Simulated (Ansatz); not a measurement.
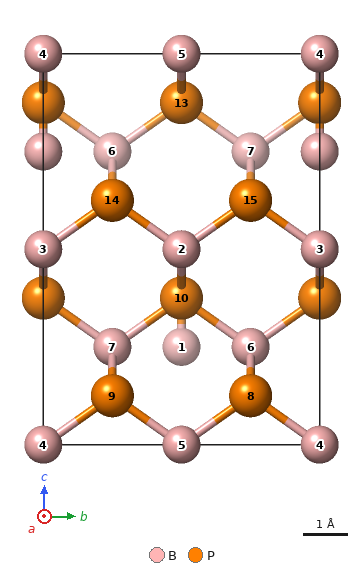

This is the input geometry for a relaxation of a defect cell of composition B7P8 (cell charge −3) (started half-way along a vacancy jump, in the symmetry of that start). Style: ball-and-stick. Shown: the conventional cell (2 times the calculation's cell), along the a axis. Lengths and directions refer to the drawn axes.

These are results of Ansatz 0.2.0, DFT PBEsol, scalar-relativistic, plane waves, PAW, not measurements.

Input file:
```yaml
crystal:
  lattice:
    - [0.0, 4.5201727734, -4.5201727734]
    - [4.5201727734, 4.5201727734, 0.0]
    - [4.5201727734, 0.0, -4.5201727734]
  atoms:
    - { symbol: B, position: [0.0, 0.25, 0.5] }
    - { symbol: B, position: [0.5, 0.0, 0.5] }
    - { symbol: B, position: [0.5, 0.5, 0.5] }
    - { symbol: B, position: [0.0, 0.0, 1.0] }
    - { symbol: B, position: [0.0, 0.5, 1.0] }
    - { symbol: B, position: [0.5, 0.0, 1.0] }
    - { symbol: B, position: [0.5, 0.5, 1.0] }
    - { symbol: P, position: [0.125, 0.125, 0.125] }
    - { symbol: P, position: [0.125, 0.625, 0.125] }
    - { symbol: P, position: [0.625, 0.125, 0.125] }
    - { symbol: P, position: [0.625, 0.625, 0.125] }
    - { symbol: P, position: [0.125, 0.125, 0.625] }
    - { symbol: P, position: [0.125, 0.625, 0.625] }
    - { symbol: P, position: [0.625, 0.125, 0.625] }
    - { symbol: P, position: [0.625, 0.625, 0.625] }
total_charge: -3
basis:
  ecutwfc: 420
kpoints:
  mp_grid: { grid: [4, 4, 4] }
hamiltonian:
  xc: pbesol
scf:
  occupations: { method: gaussian, width: 0.05 }
output:
  forces: true
  stress: true
  eigenvalues: true
relax:
  adjacent_minimum: "off"
  f_tol: 0.02
  max_steps: 60
  escape_saddle: false
```

Run as
```bash
ansatz run input.yaml --threads 4 --pin off --max-ram 9216MiB --backend cpu --events-out ev --progress --plain --runs-dir out
```

What does the optimiser find from here?

Answer. After 6 accepted moves (7 points after the start) the energy has fallen by 17.079 eV per cell of the calculation. Largest force component: 76 eV/Å at the start, 0.0032 eV/Å at the end. 1 step only repeated the SCF at the same geometry. The atom that moves furthest is P12 (0.37 Å along +c). Largest moves by element: P 0.37 Å, B 0.36 Å. The cell doesn't change. Near-neighbour distances that change, for instance: B1–P12 1.130 → 1.858 Å, P14–P15 3.196 → 2.877 Å, B1–P14 2.527 → 2.210 Å, B2–P14 1.957 → 2.026 Å. Among the angles between lasting bonds that change: P14–B3–P15 109.5° → 92.9°, P13–B3–P14 109.5° → 121.3°, B2–P12–B4 109.5° → 120.8°. Cost: 25 s on 4 threads of Arm Neoverse V2 (shared host), peak memory 0.57 GiB.

After the run, drawn alike:

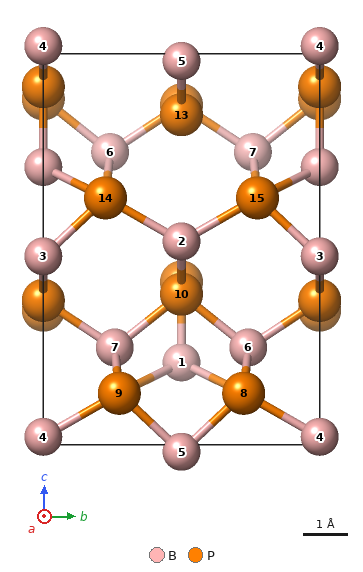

Limits of the set-up: the periodic images lie only 6.4 Å apart, so the values are limited by the cell's size; the cell is charged, on a uniform background, and energies carry no finite-size correction.
